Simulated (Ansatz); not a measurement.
TiAl3

Input file:

```
crystal:
  lattice:
    - [-1.9111067713, 1.9111067713, 4.2806687947]
    - [1.9111067713, -1.9111067713, 4.2806687947]
    - [1.9111067713, 1.9111067713, -4.2806687947]
  atoms:
    - { symbol: Ti, position: [-0.009619, 0.000376, -0.004786] }
    - { symbol: Al, position: [0.256637, 0.753473, 0.518822] }
    - { symbol: Al, position: [0.746038, 0.242683, 0.496925] }
    - { symbol: Al, position: [0.502858, 0.487531, 0.00014] }
hamiltonian:
  xc: pbe
  pseudopotentials: { kind: paw }
kpoints:
  mp_grid: { grid: [10, 10, 10] }
scf:
  occupations: { method: fermi_dirac, width: 0.05 }
output:
  forces: true
  stress: true
  eigenvalues: true
  write_density: true
  write_potential: true
  elf: true
  volumetric_format: npy
```

Run with:

```sh
ansatz run input.yaml --threads 2 --pin off --max-ram 5120MiB --backend cpu --events-out ev --progress --plain --runs-dir out
```

Below, planes, directions and counts refer to the conventional cell (a = 3.82 Å, b = 3.82 Å, c = 5.06 Å, α = 112.18°, β = 112.18°, γ = 90.00°).

Space group P1; a structure from a database of computed crystals, not necessarily the ambient phase; changed on purpose from its base cell (atoms moved at random by about 0.05 A); not relaxed (largest force 0.6 eV/Å); computed pressure about 2 GPa in this cell.

Computed with Kohn-Sham DFT of a periodic cell, PBE, Ansatz PAW (Ansatz 0.2.0).

### What can the converged valence pseudo-density and electron localisation function tell about the bonding?

Ti–Al (2.63 Å): ρ is about 0.25 e/Å³ halfway; the ELF is about 0.35 at the midpoint.
Ti–Al (2.77 Å): the density is about 0.21 e/Å³ at the midpoint; the ELF is about 0.35 at the midpoint.

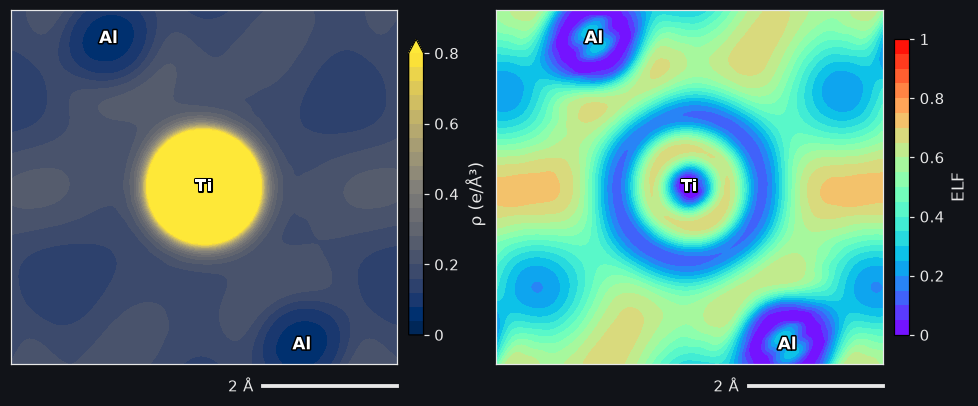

Computed valence pseudo-density and electron localisation function on the (11̄0) plane of the conventional cell, in this order. 

In a PAW calculation such maps are meaningful between the atoms, not at the nuclei.
